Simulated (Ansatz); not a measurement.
# Calculations on Si

Part 1: Relaxation

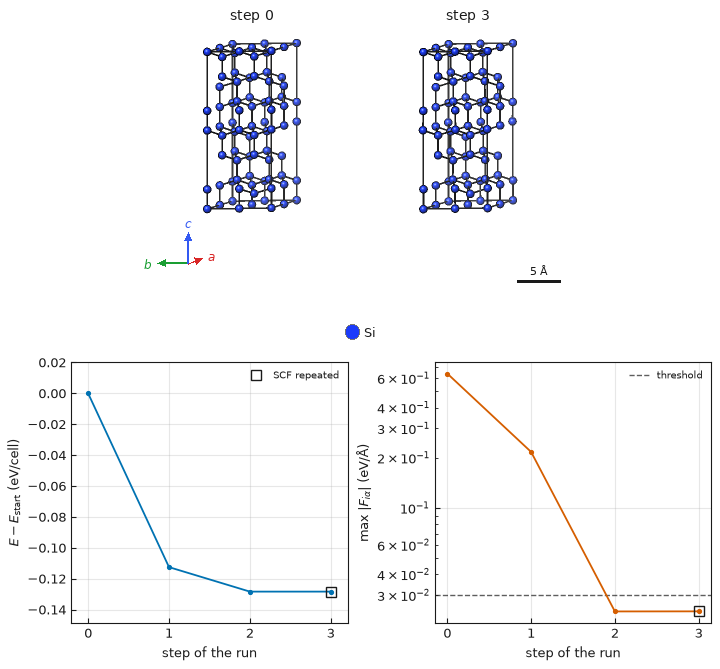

First and last geometry of a relaxation of a defect cell of composition Si, with the history of the run. Style: ball-and-stick. Shown: the conventional cell (3 times the calculation's cell), from a free direction. Lengths and directions refer to the drawn axes.

It is an interstitial Si in diamond Si. The run prepares an end point of a later path (interstitial hop) calculation, from a guessed geometry.

The calculation used DFT PBEsol, scalar-relativistic, plane waves, PAW (Ansatz 0.2.0). (plane-wave cutoff 420 eV; k-point mesh 2 × 2 × 2; occupations gaussian; smearing width 0.05 eV; no spin polarisation; atoms relaxed in a fixed cell; force threshold 0.03 eV/Å; at most 60 steps)

Q: Read the history and describe the run.

A: It converged. The atom that moves furthest is a Si atom (0.045 Å along [0 −1 −1]). The cell doesn't change. Near-neighbour distances that change, for instance: Si–Si 2.322 → 2.391 Å, Si–Si 2.351 → 2.311 Å, Si–Si 2.352 → 2.391 Å, Si–Si 2.351 → 2.334 Å. After 2 accepted moves (3 points after the start) the energy has fallen by 0.128 eV per cell of the calculation. The largest force component goes from 0.64 to 0.024 eV/Å. 1 step only repeated the SCF at the same geometry. Cost: 8.3 s on 1 thread of AMD EPYC 9R45 96-Core Processor (Zen 5), on a shared host, peak memory 0.58 GiB.

Limits of the set-up: the k-point mesh is coarse for a cell with partly filled bands; the periodic images lie only 7.7 Å apart, so the values are limited by the cell's size.

Part 2: Relaxation

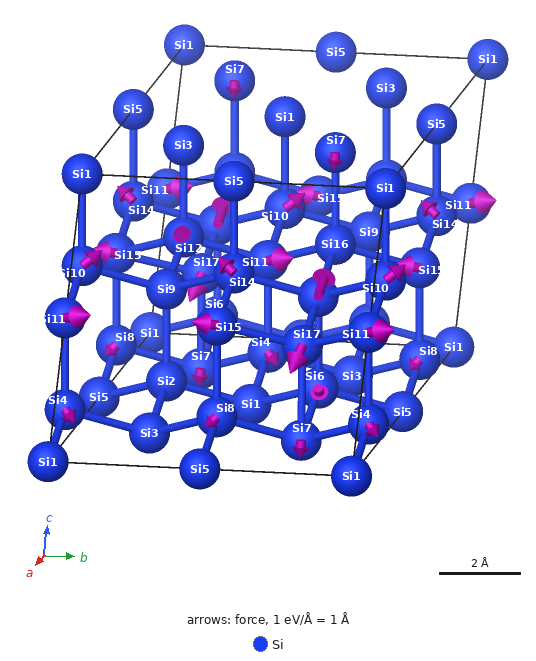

Starting geometry of a defect cell of composition Si with the computed forces as purple arrows. Style: ball-and-stick. Shown: the conventional cell (2 times the calculation's cell), slightly off an axis. Lengths and directions refer to the drawn axes.

It is an interstitial Si in diamond Si. The run prepares an end point of a later path (interstitial hop) calculation, from a guessed geometry.

Computed with DFT PBEsol, scalar-relativistic, plane waves, PAW in Ansatz 0.2.0. Settings: plane-wave cutoff 420 eV; k-point mesh 2 × 2 × 2; occupations gaussian; smearing width 0.05 eV; no spin polarisation; atoms relaxed in a fixed cell; force threshold 0.03 eV/Å; at most 60 steps.

Is this structure relaxed? If not, where do the atoms go?

Answer. It isn't relaxed: the largest force vector, on a Si atom, is 1.37 eV/Å. The atoms end up moving mostly along the starting forces (cosine between the two patterns 0.93). The atom that moves furthest is a Si atom (0.077 Å along [0 −1 −3]). The cell stays as it was. Near-neighbour distances that change, for instance: Si–Si 2.281 → 2.390 Å, Si–Si 2.335 → 2.391 Å, Si–Si 2.351 → 2.312 Å, Si–Si 2.351 → 2.385 Å. Among the angles between lasting bonds that change: Si–Si–Si 112.5° → 109.7°, Si–Si–Si 106.5° → 109.2°. After 2 accepted moves (3 points after the start) the energy has fallen by 0.153 eV per cell of the calculation. Largest force component: 0.84 eV/Å at the start, 0.028 eV/Å at the end. 1 step only repeated the SCF at the same geometry.

Limits of the set-up: the k-point mesh is coarse for a cell with partly filled bands; the periodic images lie only 7.7 Å apart, so the values are limited by the cell's size.

Part 3: Path

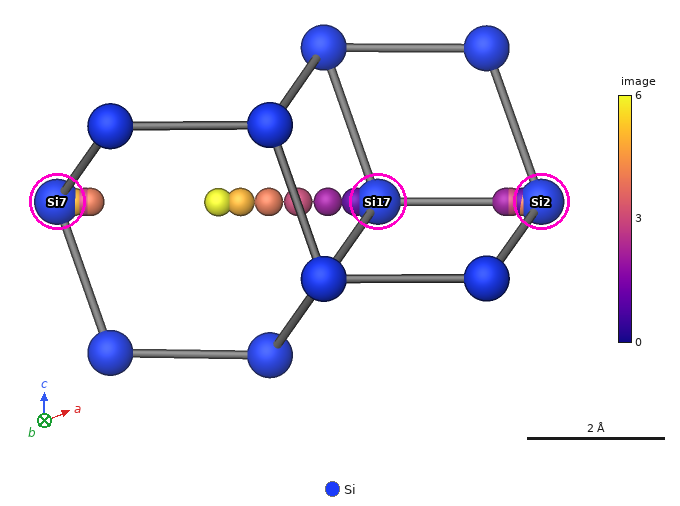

A nudged-elastic-band calculation for Si with an interstitial Si (17 atoms in the cell). Images are numbered from 0 (start) to 6 (end). The start is drawn whole; smaller spheres mark the moving atoms (Si) in the later images, joined by lines and coloured by the number of the image. A ball-and-stick model of the atoms within 4.2 Å of the middle of the path, seen along the b axis. The atoms that move most are ringed. Bonds to atoms that aren't drawn are left out.

Theory: DFT PBEsol, scalar-relativistic, plane waves, PAW in Ansatz. Set-up: plane-wave cutoff 420 eV; k-point mesh 2 × 2 × 2; Gaussian smearing 0.05 eV; 5 movable images; climbing image; force threshold 0.03 eV/Å; iteration limit 80; starting path by straight interpolation.

### Describe the path and its energy.

A Si atom travels furthest, 2.33 Å from end to end, along [−3 1 1], on a straight line. At the highest image its nearest neighbour (Si) is 2.40 Å away, against 2.39 Å at the start, and the surrounding atoms stand up to 0.43 Å off the mean of their end positions. Breaking: Si–Si (2.39 → 4.69 Å). Forming: Si–Si (4.69 → 2.39 Å). The two ends have the same energy, and the highest point, image 3, lies 0.300 eV above the start. The band converged in 7 iterations. The largest component of the band force went from 1.5 to 0.028 eV/Å. The climbing image converged on the top of the path. A check of its curvatures found one unstable direction (−0.21 eV/Å²), as a transition state must have.

Limits of the set-up: the periodic images lie only 7.7 Å apart, so the values are limited by the cell's size.

The run took 2.7 min on 1 thread of AMD EPYC 9R45 96-Core Processor (Zen 5), on a shared host, peak memory 0.91 GiB.
